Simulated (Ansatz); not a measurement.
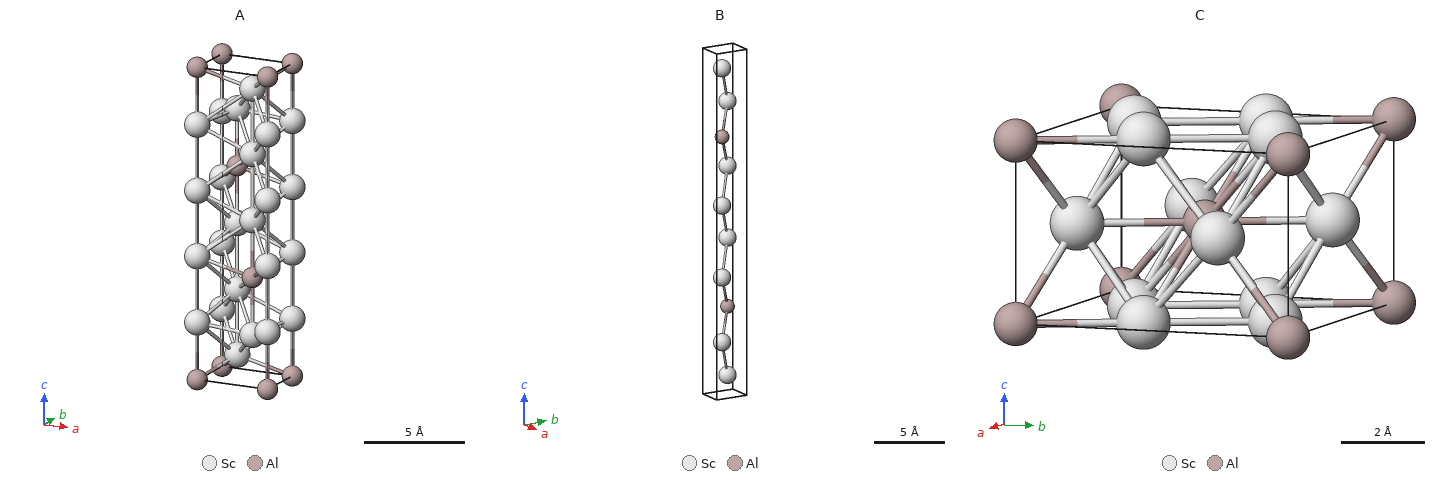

Three structures of Sc4Al, each relaxed to rest (conventional cells in solid outline, small ones repeated, each panel with its own scale). Method: DFT PBE, scalar-relativistic, plane waves, PAW in Ansatz 0.2.0, without spin polarisation.

Name the structure in each panel.

A: 15 atoms a cell on a rhombohedral (trigonal R) lattice, R-3m; B: 10 atoms a cell on a primitive hexagonal lattice, P6_3/mmc; C: 10 atoms a cell on a body-centred tetragonal lattice, I4/m.

Which of these is lowest in energy, and how far above it do the others lie?

A, then C (+37 meV/atom) and B (+109 meV/atom), energies at zero smearing.

Collect the results in a table.

| panel | structure | E − E(lowest) (meV/atom) | volume (Å³/atom) | gap (eV) |
| --- | --- | --- | --- | --- |
| A | R-3m | 0 | 22.4 | metal |
| C | I4/m | 37 | 22.4 | metal |
| B | P6_3/mmc | 109 | 23.2 | metal |

Some of these may be structure types tried for this composition rather than known phases, and the most stable form need not be among them. Gaps are taken on the k-mesh or band path of each run.
